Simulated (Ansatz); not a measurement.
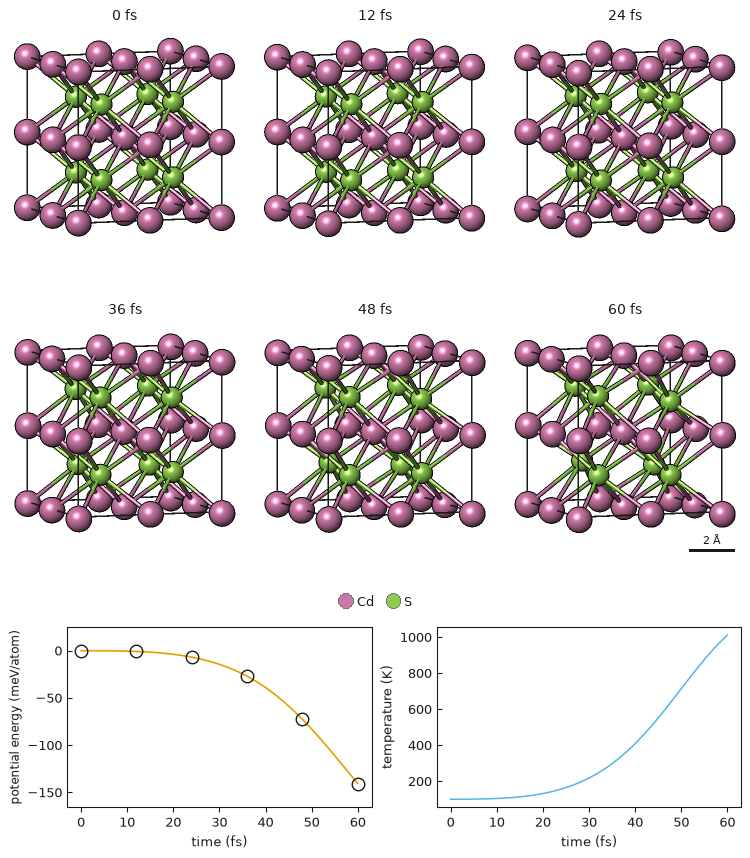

First-principles dynamics of a 16-atom cell of CdS (built on the CsCl type), 60 fs long. Frames and the history of the run. A ball-and-stick model of the simulation cell, seen slightly off an axis. Bonds to atoms that aren't drawn are left out.

These are results of Ansatz 0.2.0, DFT, PBEsol, plane waves, PAW, not measurements. Set-up: plane-wave cutoff 420 eV; k-point mesh 2 × 2 × 2; Fermi-Dirac smearing 0.02 eV; Nosé-Hoover thermostat (NVT); set temperature 100 K; time step 2 fs.

### Describe the run.

Root-mean-square distances from the starting positions over the second half, with the common drift of all atoms taken out: S 0.21 Å, Cd 0.07 Å. The potential energy sinks well below that of the force-free first frame, so the starting arrangement isn't stable at these settings: the atoms shift into a lower-energy one. The mean temperature in the second half is 579 K (standard deviation 259 K). That is above the set 100 K, because the structure releases potential energy faster than the thermostat removes it. The potential energy is still drifting at the end, so the run hasn't reached equilibrium. The potential energy in the second half lies on average 66.0 meV per atom below the first frame.

Cost: 2.5 min on 4 threads of Intel(R) Xeon(R) Processor @ 2.50GHz (Skylake/Cascade Lake), with other jobs on the host, peak memory 1.3 GiB.
